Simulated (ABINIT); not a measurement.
**Bethe–Salpeter calculation of Te (part 1 of 2)**

- system: Te (3 atoms in the cell)
- method: Kohn-Sham DFT of a periodic cell, PBEsol, PseudoDojo NC SR PBEsol v0.4.1 standard, BSE, no spin polarisation (ABINIT 10.8.3)

The structure derives from an entry of the Crystallography Open Database.

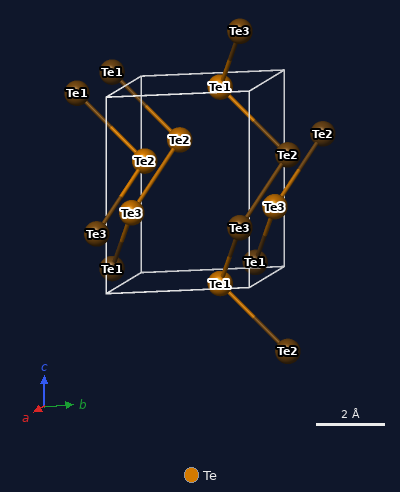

Fig. 1: The input geometry (ball-and-stick view of the cell of the calculation, seen slightly off an axis; neighbours outside the cell are drawn fainter; atoms are numbered from 1 in the order of the input). An atom can appear more than once, as a periodic image. Near neighbours in the periodic cell (some may lie outside the picture): Te has 2 Te at 2.86 Å.

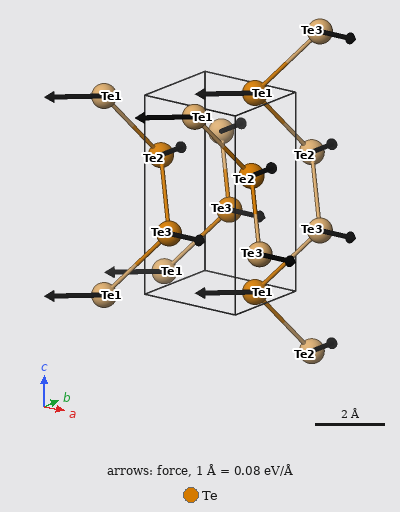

Fig. 2: Forces on the atoms as black arrows (ball-and-stick view of the cell of the calculation, seen slightly off an axis; neighbours outside the cell are drawn fainter; atoms are numbered from 1 in the order of the input). The largest act on all 3 Te atoms (0.14 eV/Å). The geometry is not a stationary point of this energy.

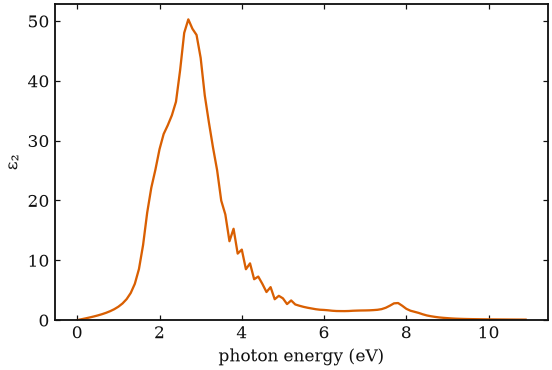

Fig. 3: Imaginary part of the dielectric function (first component that the program prints). The highest peak, 50.3, lies at 2.70 eV.

The input that produced these results follows, with the program's output.

### Input
```
ndtset 3

pp_dirpath "./"
pseudos "Te.upf"

acell 8.4168401591 8.4168401592 11.1947375623
rprim
     1.0000000000     0.0000000000     0.0000000000
    -0.5000000000     0.8660254038     0.0000000000
     0.0000000000     0.0000000000     1.0000000000
ntypat 1
znucl 52
natom 3
typat 1 1 1
xred
   0.7310000000   0.7310000000            0.0
            0.0   0.2690000000            2/3
   0.2690000000            0.0            1/3

ecut 925.187132 eV

kptopt 1
ngkpt 4 4 3
nshiftk 1
shiftk 0.11 0.21 0.31
chksymbreak 0
istwfk *1

ixc -116133

occopt 1

nstep 80
diemac 6.0

iomode 3
prteig 0
prtebands 0

nband1 24
tolvrs1 1.0e-12
prtden1 1
prtwf1 0
ngkpt1 4 4 3
nshiftk1 1
shiftk1 0.0 0.0 0.0

iscf2 -2
getden2 1
nband2 34
nbdbuf2 4
tolwfr2 1.0e-12
nstep2 120
prtden2 0

optdriver3 99
getwfk3 2
getden3 1
bs_calctype3 1
mbpt_sciss3 1.2 eV
bs_exchange_term3 1
bs_coulomb_term3 20
mdf_epsinf3 42.6
bs_coupling3 0
bs_algorithm3 2
bs_haydock_niter3 200
bs_haydock_tol3 0.02 0.0
bs_loband3 22
nband3 28
ecutwfn3 25.0
ecuteps3 5.0
bs_freq_mesh3 0.0 11.0 0.05 eV
zcut3 0.2 eV
inclvkb3 2
```

Launch command:
```bash
mpirun --bind-to none -np 4 abinit run.abi > log 2>&1
```

### Log
```
.Version 10.8.3 of ABINIT
 DATASET    1 : space group P3_1 2 1 (#152); Bravais hP (primitive hexag.)
================================================================================
 Values of the parameters that define the memory need for DATASET  1.
     intxc =       0    ionmov =       0      iscf =       7    lmnmax =       6
     lnmax =       6     mgfft =      60  mpssoang =       3    mqgrid =    3001
     natom =       3  nloc_mem =       1    nspden =       1   nspinor =       1
    nsppol =       1      nsym =       6    n1xccc =    2501    ntypat =       1
    occopt =       1   xclevel =       2
       mpw =        6557          nfft =      138240          nkpt =           9
================================================================================
================================================================================

 DATASET    2 : space group P3_1 2 1 (#152); Bravais hP (primitive hexag.)
================================================================================
 Values of the parameters that define the memory need for DATASET  2.
     intxc =       0    ionmov =       0      iscf =      -2    lmnmax =       6
     lnmax =       6     mgfft =      60  mpssoang =       3    mqgrid =    3001
     natom =       3  nloc_mem =       1    nspden =       1   nspinor =       1
    nsppol =       1      nsym =       6    n1xccc =    2501    ntypat =       1
    occopt =       1   xclevel =       2
       mpw =        6522          nfft =      138240          nkpt =          48
================================================================================
================================================================================

 DATASET    3 : space group P3_1 2 1 (#152); Bravais hP (primitive hexag.)
================================================================================
 Values of the parameters that define the memory need for DATASET  3.
     intxc =       0    ionmov =       0      iscf =       7    lmnmax =       6
     lnmax =       6     mgfft =      54  mpssoang =       3    mqgrid =    3001
     natom =       3  nloc_mem =       1    nspden =       1   nspinor =       1
    nsppol =       1      nsym =       6    n1xccc =    2501    ntypat =       1
    occopt =       1   xclevel =       2
       mpw =        4124          nfft =       86400          nkpt =          48
================================================================================
================================================================================

--------------------------------------------------------------------------------
------------- Echo of variables that govern the present computation ------------
--------------------------------------------------------------------------------
 -outvars: echo values of preprocessed input variables --------
            acell      8.4168401591E+00  8.4168401592E+00  1.1194737562E+01 Bohr
              amu      1.27600000E+02
  bs_coulomb_term1         11
  bs_coulomb_term2         11
  bs_coulomb_term3         20
     bs_freq_mesh1     0.00000000E+00  0.00000000E+00  3.67493222E-04 Hartree
     bs_freq_mesh2     0.00000000E+00  0.00000000E+00  3.67493222E-04 Hartree
     bs_freq_mesh3     0.00000000E+00  4.04242544E-01  1.83746611E-03 Hartree
 bs_haydock_niter1        100
 bs_haydock_niter2        100
 bs_haydock_niter3        200
        bs_loband1          0
        bs_loband2          0
        bs_loband3         22
      chksymbreak           0
           diemac      6.00000000E+00
             ecut1     3.40000000E+01 Hartree
             ecut2     3.40000000E+01 Hartree
             ecut3     2.50000000E+01 Hartree
          ecuteps1     0.00000000E+00 Hartree
          ecuteps2     0.00000000E+00 Hartree
          ecuteps3     5.00000000E+00 Hartree
          ecutwfn1     0.00000000E+00 Hartree
          ecutwfn2     0.00000000E+00 Hartree
          ecutwfn3     2.50000000E+01 Hartree
           getden1          0
           getden2          1
           getden3          1
           getwfk1          0
           getwfk2          0
           getwfk3          2
             iscf1          7
             iscf2         -2
             iscf3          7
              ixc     -116133
           jdtset        1    2    3
         kptrlatt        4    0    0      0    4    0      0    0    3
          kptrlen      3.35842127E+01
       mbpt_sciss1     0.00000000E+00 Hartree
       mbpt_sciss2     0.00000000E+00 Hartree
       mbpt_sciss3     4.40991866E-02 Hartree
       mdf_epsinf1     0.00000000E+00
       mdf_epsinf2     0.00000000E+00
       mdf_epsinf3     4.26000000E+01
            natom           3
            nband1         24
            nband2         34
            nband3         28
           nbdbuf1          0
           nbdbuf2          4
           nbdbuf3          0
           ndtset           3
            ngfft1         48      48      60
            ngfft2         48      48      60
            ngfft3         40      40      54
             nkpt1          9
             nkpt2         48
             nkpt3         48
           npweps1          0
           npweps2          0
           npweps3        365
            nstep1         80
            nstep2        120
            nstep3         80
             nsym           6
           ntypat           1
        optdriver1          0
        optdriver2          0
        optdriver3         99
           prtden1          1
           prtden2          0
           prtden3          1
        prtebands           0
           prteig           0
            prtwf1          0
            prtwf2          1
            prtwf3          1
            rprim      1.0000000000E+00  0.0000000000E+00  0.0000000000E+00
                      -5.0000000000E-01  8.6602540380E-01  0.0000000000E+00
                       0.0000000000E+00  0.0000000000E+00  1.0000000000E+00
           shiftk1     0.00000000E+00  0.00000000E+00  0.00000000E+00
           shiftk2     1.10000000E-01  2.10000000E-01  3.10000000E-01
           shiftk3     1.10000000E-01  2.10000000E-01  3.10000000E-01
          spgroup         152
           tolvrs1     1.00000000E-12
           tolvrs2     0.00000000E+00
           tolvrs3     0.00000000E+00
           tolwfr1     0.00000000E+00
           tolwfr2     1.00000000E-12
           tolwfr3     0.00000000E+00
            typat      1  1  1
           xangst      1.6279369989E+00  2.8196695937E+00  0.0000000000E+00
                      -5.9906299960E-01  1.0376075523E+00  3.9493333307E+00
                       1.1981259992E+00  0.0000000000E+00  1.9746666653E+00
            xcart      3.0763550781E+00  5.3284032976E+00  0.0000000000E+00
                      -1.1320650014E+00  1.9607941000E+00  7.4631583749E+00
                       2.2641300028E+00  0.0000000000E+00  3.7315791874E+00
             xred      7.3100000000E-01  7.3100000000E-01  0.0000000000E+00
                      -1.1460398131E-17  2.6900000000E-01  6.6666666667E-01
                       2.6900000000E-01  0.0000000000E+00  3.3333333333E-01
             zcut1     3.67493260E-03 Hartree
             zcut2     3.67493260E-03 Hartree
             zcut3     7.34986444E-03 Hartree
            znucl       52.00000

================================================================================

 chkinp: Checking input parameters for consistency, jdtset=   1.

 chkinp: Checking input parameters for consistency, jdtset=   2.

 chkinp: Checking input parameters for consistency, jdtset=   3.

================================================================================
== DATASET  1 ==================================================================

--- !DatasetInfo
iteration_state: {dtset: 1, }
dimensions: {natom: 3, nkpt: 9, mband: 24, nsppol: 1, nspinor: 1, nspden: 1, mpw: 6557, }
cutoff_energies: {ecut:  34.0, pawecutdg:  -1.0, }
electrons: {nelect:   4.80000000E+01, charge:   0.00000000E+00, occopt:   1.00000000E+00, tsmear:   1.00000000E-02, }
meta: {optdriver: 0, ionmov: 0, optcell: 0, iscf: 7, paral_kgb: 0, }
...

 Real(R)+Recip(G) space primitive vectors, cartesian coordinates (Bohr,Bohr^-1):
 R(1)=  8.4168402  0.0000000  0.0000000  G(1)=  0.1188094  0.0685947  0.0000000
 R(2)= -4.2084201  7.2891974  0.0000000  G(2)=  0.0000000  0.1371893  0.0000000
 R(3)=  0.0000000  0.0000000 11.1947376  G(3)=  0.0000000  0.0000000  0.0893277
 Unit cell volume ucvol=  6.8681964E+02 bohr^3
 Angles (23,13,12)=  9.00000000E+01  9.00000000E+01  1.20000000E+02 degrees

 getcut: wavevector=  0.0000  0.0000  0.0000  ngfft=  48  48  60
         ecut(hartree)=     34.000   => boxcut(ratio)=   2.04189

--- Pseudopotential description ------------------------------------------------
- pspini: atom type   1  psp file is ./Te.upf
  52.00000  16.00000  180301                  znucl, zion, pspdat
12 -116133 2 -1 1294                          pspcod,pspxc,lmax,lloc,mmax
     nproj     2     2     2

   5.30305855E+03                                ecore*ucvol(ha*bohr**3)
--------------------------------------------------------------------------------

================================================================================

--- !BeginCycle
iteration_state: {dtset: 1, }
solver: {iscf: 7, nstep: 80, nline: 4, wfoptalg: 0, }
tolerances: {tolvrs: 1.00E-12, }
...

     iter   Etot(hartree)      deltaE(h)  residm     vres2
 ETOT  1  -311.94832681821    -3.119E+02 1.041E+00 2.651E+01
 ETOT  2  -314.02212971881    -2.074E+00 6.690E-02 3.222E+01
 ETOT  3  -314.03290543872    -1.078E-02 1.445E-02 5.916E+00
 ETOT  4  -314.03414595970    -1.241E-03 1.273E-04 4.725E-01
 ETOT  5  -314.03425477032    -1.088E-04 6.839E-06 1.340E-02
 ETOT  6  -314.03425899852    -4.228E-06 1.756E-06 2.229E-03
 ETOT  7  -314.03425950001    -5.015E-07 7.079E-08 9.086E-04
 ETOT  8  -314.03425969994    -1.999E-07 2.993E-08 1.995E-06
 ETOT  9  -314.03425970388    -3.937E-09 7.360E-10 5.434E-08
 ETOT 10  -314.03425970426    -3.826E-10 3.107E-10 1.382E-08
 ETOT 11  -314.03425970429    -3.178E-11 7.372E-12 3.595E-10
 ETOT 12  -314.03425970430    -8.356E-12 3.157E-12 6.259E-11
 ETOT 13  -314.03425970429     6.935E-12 7.142E-14 2.838E-13

 At SCF step   13       vres2   =  2.84E-13 < tolvrs=  1.00E-12 =>converged.

 Cartesian components of stress tensor (hartree/bohr^3)
  sigma(1 1)=  4.25096305E-05  sigma(3 2)=  0.00000000E+00
  sigma(2 2)=  4.25096298E-05  sigma(3 1)=  0.00000000E+00
  sigma(3 3)=  4.34112417E-05  sigma(2 1)=  7.74056154E-14

--- !ResultsGS
iteration_state: {dtset: 1, }
comment   : Summary of ground state results
lattice_vectors:
- [  8.4168402,   0.0000000,   0.0000000, ]
- [ -4.2084201,   7.2891974,   0.0000000, ]
- [  0.0000000,   0.0000000,  11.1947376, ]
lattice_lengths: [   8.41684,    8.41684,   11.19474, ]
lattice_angles: [ 90.000,  90.000, 120.000, ] # degrees, (23, 13, 12)
lattice_volume:   6.8681964E+02
convergence: {deltae:  6.935E-12, res2:  2.838E-13, residm:  7.142E-14, diffor: null, }
etotal    :  -3.14034260E+02
entropy   :   0.00000000E+00
fermie    :   1.56982533E-01
cartesian_stress_tensor: # hartree/bohr^3
- [  4.25096305E-05,   7.74056154E-14,   0.00000000E+00, ]
- [  7.74056154E-14,   4.25096298E-05,   0.00000000E+00, ]
- [  0.00000000E+00,   0.00000000E+00,   4.34112417E-05, ]
pressure_GPa:  -1.2595E+00
xred      :
- [  7.3100E-01,   7.3100E-01,   0.0000E+00, Te]
- [ -1.1460E-17,   2.6900E-01,   6.6667E-01, Te]
- [  2.6900E-01,   0.0000E+00,   3.3333E-01, Te]
cartesian_forces: # hartree/bohr
- [ -1.38610091E-03,  -2.40079720E-03,  -0.00000000E+00, ]
- [ -1.38610091E-03,   2.40079720E-03,  -0.00000000E+00, ]
- [  2.77220182E-03,   1.90160214E-14,  -0.00000000E+00, ]
force_length_stats: {min:   2.77220182E-03, max:   2.77220182E-03, mean:   2.77220182E-03, }
...

 Integrated electronic density in atomic spheres:
 ------------------------------------------------
 Atom  Sphere_radius  Integrated_density
    1        2.00000         11.90272385
    2        2.00000         11.90272385
    3        2.00000         11.90272385
================================================================================

 ----iterations are completed or convergence reached----
```
